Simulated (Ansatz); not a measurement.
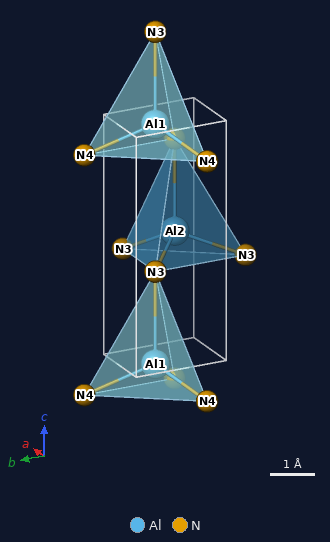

Figure 1. The structure (polyhedral view of the cell of the calculation, seen at an oblique angle; polyhedra are completed across the faces of the cell; atoms are numbered from 1 in the order of the input). An atom can appear more than once, as a periodic image.

# AlN: a changed input and its effect

System: AlN (P6₃mc, 4 atoms in the cell).
Method of the first run: DFT r2SCAN, scalar-relativistic, plane waves, PAW, no spin polarisation (Ansatz 0.2.0).

The structure derives from an entry of the Crystallography Open Database. Text and figures count atoms from 1; the logs count them from 0 in places.

## Input, the first run
```yaml
crystal:
  lattice:
    - [2.9275651106, 0.0, 0.0]
    - [-1.4637825553, 2.535345757, 0.0]
    - [0.0, 0.0, 5.6213728221]
  atoms:
    - { symbol: Al, position: [0.3333333333, 0.6666666667, 0.0] }
    - { symbol: Al, position: [0.6666666667, 0.3333333333, 0.5] }
    - { symbol: "N", position: [0.3333333333, 0.6666666667, 0.385] }
    - { symbol: "N", position: [0.6666666667, 0.3333333333, 0.885] }
basis:
  ecutwfc: 500
kpoints:
  mp_grid: { grid: [12, 12, 6] }
hamiltonian:
  xc: r2scan
scf:
  occupations: { method: gaussian, width: 0.05 }
output:
  forces: true
  stress: true
  eigenvalues: true
```

Command:
```bash
ansatz run input.yaml --threads 1 --pin off --max-ram 2560MiB --backend cpu --events-out ev --progress --plain --runs-dir out
```

Hardware: 1 thread of AMD EPYC (Zen 5), 32 GiB of memory available, shared host.

## Output, shortened to warnings, some set-up lines, iterations and results (the first run)
```
Basis set: ecut = 500 eV, 1089 PW (Γ), exchange–correlation on 96×96×180 points (64 copies of the dense FFT grid, shifted against one another)
Symmetry: 12 space group operations
k-points: 76 of 864 (time reversal used)
Initial density: superposition of atomic densities (neutral atoms: chi_scale 0, normalization atom), corrected by the library's trained network
[...]
SCF iter   1: F=—  HF=-1855.686555 eV  |F-HF|=—  |Δ(HF+E_count)|=         —  Δρ=7.43e-3  dr2=2.65e-2  dr2_τ=3.48e-1  ethr=1.77e-3  ⟨swp⟩=5.7  Hψ=6099  notcnv=0
SCF iter   2: F=—  HF=-1855.823630 eV  |F-HF|=—  |Δ(HF+E_count)|=   1.37e-1  Δρ=4.81e-3  dr2=4.05e-3  dr2_τ=4.69e-4  ethr=1.65e-4  ⟨swp⟩=2.6  Hψ=2520  notcnv=0
SCF iter   3: F=—  HF=-1855.823422 eV  |F-HF|=—  |Δ(HF+E_count)|=   2.09e-4  Δρ=1.25e-3  dr2=4.05e-4  dr2_τ=8.56e-5  ethr=2.53e-5  ⟨swp⟩=1.5  Hψ=1093  notcnv=0
SCF iter   4: F=—  HF=-1855.823390 eV  |F-HF|=—  |Δ(HF+E_count)|=   3.13e-5  Δρ=2.38e-4  dr2=2.64e-5  dr2_τ=1.84e-6  ethr=2.53e-6  ⟨swp⟩=2.6  Hψ=1512  notcnv=0
SCF iter   5: F=—  HF=-1855.823383 eV  |F-HF|=—  |Δ(HF+E_count)|=   6.74e-6  Δρ=3.83e-5  dr2=3.74e-7  dr2_τ=4.61e-8  ethr=1.65e-7  ⟨swp⟩=2.1  Hψ=1388  notcnv=0
SCF iter   6: F=-1855.823384 eV  HF=-1855.823384 eV  |F-HF|=3.59e-9  |Δ(HF+E_count)|=   3.28e-7  Δρ=8.46e-6  dr2=2.25e-8  dr2_τ=7.49e-10  ethr=6.25e-10  ⟨swp⟩=5.2  Hψ=4458  …
SCF 1 converged in 6 iterations: F = -1855.823384 eV  dr2 = 2.25e-8
SCF converged after 6 iterations
Free energy (F): -1855.823384 eV
Harris-Foulkes:  -1855.823384 eV  (|F-HF|=3.59e-9)
Internal energy: -1855.823384 eV  (E = F + TS)
E sigma→0 (E₀):  -1855.823384 eV
Fermi energy:    8.783518 eV
--- Per-component energies (eV) ---
  E_band       = 22.607926
  E_kinetic    = 323.462121
  E_local      = -460.865068  (includes V_loc(G=0)·N_el)
  E_nonlocal   = 109.942516
  E_hartree    = 161.913467
  E_xc         = -198.148454
  E_vxc        = -238.916352  (∫ρ·V_xc dr)
  E_paw        = -1205.540202  (= ΣΔE_a)
  E_vpaw       = -47.683741  (= ΣTr[D̂ρ^β])
  E_aug_tail   = 0.000037  (compensation charges beyond the density's cutoff)
  E_vtau       = 12.844464  (kinetic-family band-sum trace: ∫τ·v_τ [+ j·A + Jᵃ·Aᵃ] dr)
  E_ewald      = -586.408456
  E_core_change = -0.179345  (= ΣΔE_core)
  E_smearing   = -0.000000  (= −TS)
  E_closure    = -0.000000  (closes the sum)
  Σ components = -1855.823384   (vs F -1855.823384, Δ=0.00e0)
--- Forces (eV/Å), atoms counted from 1 ---
  atom   1  Al    -0.00000000    -0.00000000     0.90801773
  atom   2  Al    -0.00000000     0.00000000     0.90801773
  atom   3  N      0.00000000     0.00000000    -0.90816184
  atom   4  N      0.00000000    -0.00000000    -0.90816184
  max |Σ_I F_I| component: 2.88e-4 eV/Å
--- Stress (GPa, compression-positive) ---
       33.262451       0.000000       0.000000
       -0.000000      33.262451       0.000000
       -0.000000       0.000000     -35.683801
  P = ⅓ Tr σ = 10.2804 GPa (102.804 kbar)
```

The input of the second run differs as follows (lines with − go, lines with + come):
```diff
-    - [2.9275651106, 0.0, 0.0]
-    - [-1.4637825553, 2.535345757, 0.0]
-    - [0.0, 0.0, 5.6213728221]
+    - [2.8504878489, 0.0, 0.0]
+    - [-1.4252439245, 2.4685948904, 0.0]
+    - [0.0, 0.0, 5.9294870806]
```

How does the second run compare with the first run?

With the same functional and potentials, the second run lies 285.6 meV per atom higher. The gap on the mesh goes from 3.68 to 2.39 eV. The pressure goes from 10.28 to 19.39 GPa. The largest force goes from 0.908 to 0.709 eV/Å. The number of SCF iterations is the same. The plane waves at Γ go from 1089 to 1029.

## Output, shortened to warnings, some set-up lines, iterations and results (the second run)
```
Basis set: ecut = 500 eV, 1029 PW (Γ), exchange–correlation on 96×96×180 points (64 copies of the dense FFT grid, shifted against one another)
Symmetry: 12 space group operations
k-points: 76 of 864 (time reversal used)
Initial density: superposition of atomic densities (neutral atoms: chi_scale 0, normalization atom), corrected by the library's trained network
[...]
SCF iter   1: F=—  HF=-1854.548852 eV  |F-HF|=—  |Δ(HF+E_count)|=         —  Δρ=8.87e-3  dr2=4.28e-2  dr2_τ=3.81e-1  ethr=1.77e-3  ⟨swp⟩=5.8  Hψ=6169  notcnv=0
SCF iter   2: F=—  HF=-1854.681362 eV  |F-HF|=—  |Δ(HF+E_count)|=   1.33e-1  Δρ=5.39e-3  dr2=4.87e-3  dr2_τ=8.13e-4  ethr=2.67e-4  ⟨swp⟩=2.7  Hψ=2519  notcnv=0
SCF iter   3: F=—  HF=-1854.681199 eV  |F-HF|=—  |Δ(HF+E_count)|=   1.63e-4  Δρ=1.84e-3  dr2=8.07e-4  dr2_τ=1.04e-4  ethr=3.04e-5  ⟨swp⟩=1.9  Hψ=1442  notcnv=0
SCF iter   4: F=—  HF=-1854.681169 eV  |F-HF|=—  |Δ(HF+E_count)|=   2.97e-5  Δρ=3.22e-4  dr2=4.65e-5  dr2_τ=4.02e-6  ethr=5.04e-6  ⟨swp⟩=2.9  Hψ=1592  notcnv=0
SCF iter   5: F=—  HF=-1854.681159 eV  |F-HF|=—  |Δ(HF+E_count)|=   1.05e-5  Δρ=5.18e-5  dr2=4.99e-7  dr2_τ=4.99e-8  ethr=2.91e-7  ⟨swp⟩=2.1  Hψ=1363  notcnv=0
SCF iter   6: F=-1854.681160 eV  HF=-1854.681160 eV  |F-HF|=8.92e-9  |Δ(HF+E_count)|=   6.15e-7  Δρ=8.15e-6  dr2=1.48e-8  dr2_τ=7.98e-10  ethr=6.25e-10  ⟨swp⟩=5.2  Hψ=4521  …
SCF 1 converged in 6 iterations: F = -1854.681160 eV  dr2 = 1.48e-8
SCF converged after 6 iterations
Free energy (F): -1854.681160 eV
Harris-Foulkes:  -1854.681160 eV  (|F-HF|=8.92e-9)
Internal energy: -1854.681160 eV  (E = F + TS)
E sigma→0 (E₀):  -1854.681160 eV
Fermi energy:    8.367643 eV
--- Per-component energies (eV) ---
  E_band       = 22.929091
  E_kinetic    = 325.517426
  E_local      = -473.607693  (includes V_loc(G=0)·N_el)
  E_nonlocal   = 111.101930
  E_hartree    = 167.305627
  E_xc         = -198.504577
  E_vxc        = -239.421077  (∫ρ·V_xc dr)
  E_paw        = -1206.009281  (= ΣΔE_a)
  E_vpaw       = -48.168110  (= ΣTr[D̂ρ^β])
  E_aug_tail   = 0.000045  (compensation charges beyond the density's cutoff)
  E_vtau       = 12.897244  (kinetic-family band-sum trace: ∫τ·v_τ [+ j·A + Jᵃ·Aᵃ] dr)
  E_ewald      = -580.305292
  E_core_change = -0.179345  (= ΣΔE_core)
  E_smearing   = -0.000000  (= −TS)
  E_closure    = 0.000000  (closes the sum)
  Σ components = -1854.681160   (vs F -1854.681160, Δ=0.00e0)
--- Forces (eV/Å), atoms counted from 1 ---
  atom   1  Al     0.00000000    -0.00000000     0.70852177
  atom   2  Al    -0.00000000     0.00000000     0.70852177
  atom   3  N      0.00000000     0.00000000    -0.70862299
  atom   4  N      0.00000000    -0.00000000    -0.70862299
  max |Σ_I F_I| component: 2.02e-4 eV/Å
--- Stress (GPa, compression-positive) ---
       51.078053      -0.000000       0.000000
       -0.000000      51.078053       0.000000
       -0.000000       0.000000     -43.983008
  P = ⅓ Tr σ = 19.3910 GPa (193.910 kbar)
```

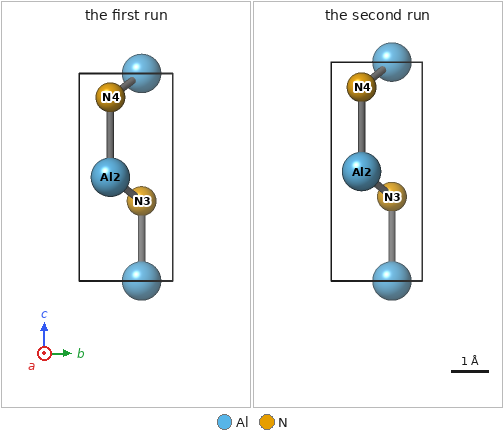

Figure 2. The two input geometries at one scale (ball-and-stick view of the cell of the calculation, along the a axis). No atom moves by more than 0.005 Å relative to the cell. The drawn cell changes at constant volume: a = b 2.928 → 2.850 Å (−2.6 %), c 5.621 → 5.929 Å (+5.5 %). Among the contacts that change: Al–N 2.164 → 2.283 Å, Al–N 1.810 → 1.781 Å.

## The two runs side by side

| quantity | the first run | the second run |
| --- | --- | --- |
| outcome | converged | converged |
| free energy per atom (eV) | −463.9558 | −463.6703 |
| gap on the mesh (eV) | 3.68 | 2.39 |
| pressure (GPa) | 10.28 | 19.39 |
| largest force (eV/Å) | 0.908 | 0.709 |
| SCF iterations | 6 | 6 |
| irreducible k-points | 76 | 76 |
| plane waves at Γ | 1089 | 1029 |
| wall time (shared host) | 2.6 s | 2.6 s |
